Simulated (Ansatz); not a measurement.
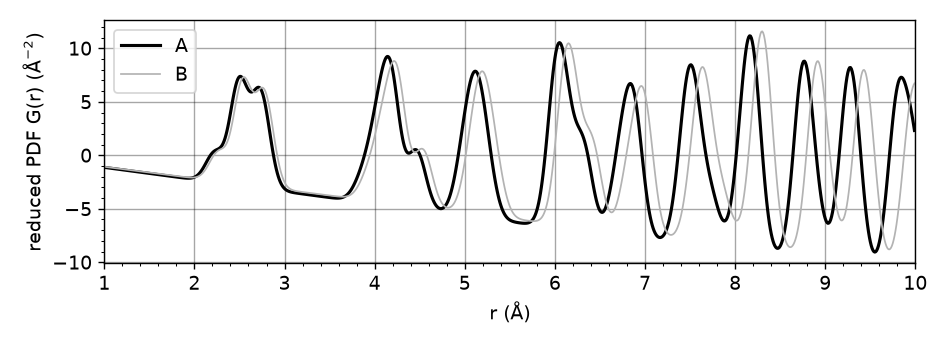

Computed X-ray G(r), with each pair weighted by the product of the atomic numbers (X-ray weights at Q = 0) and a uniform peak width σ = 0.10 Å. Both curves are of Ni in space group Pm-3n, for two cells of different size. A: the end point of a relaxation with DFT, PBE, plane waves (420 eV) with PAW, scalar-relativistic (Ansatz); the starting structure was generated, so it need not be a known form of this composition; B: coordinates from a relaxation with Ansatz 0.2.0, DFT, BLYP, plane waves (420 eV) with PAW, scalar-relativistic; the starting structure was generated, so it need not be a known form of this composition.

Question: How does the volume of B compare with that of A?

Answer: Cell B is larger: the volume of B is 5.1 % above that of A (11.14 and 11.71 Å³ per atom), a mean linear change of 1.7 %. The shortest distance is 2.234 Å in A and 2.271 Å in B.

Question: Give both cells.

Answer: Cell A: a = 4.467 Å, b = 4.467 Å, c = 4.467 Å, α = 90.00°, β = 90.00°, γ = 90.00°
Cell B: a = 4.542 Å, b = 4.542 Å, c = 4.542 Å, α = 90.00°, β = 90.00°, γ = 90.00°
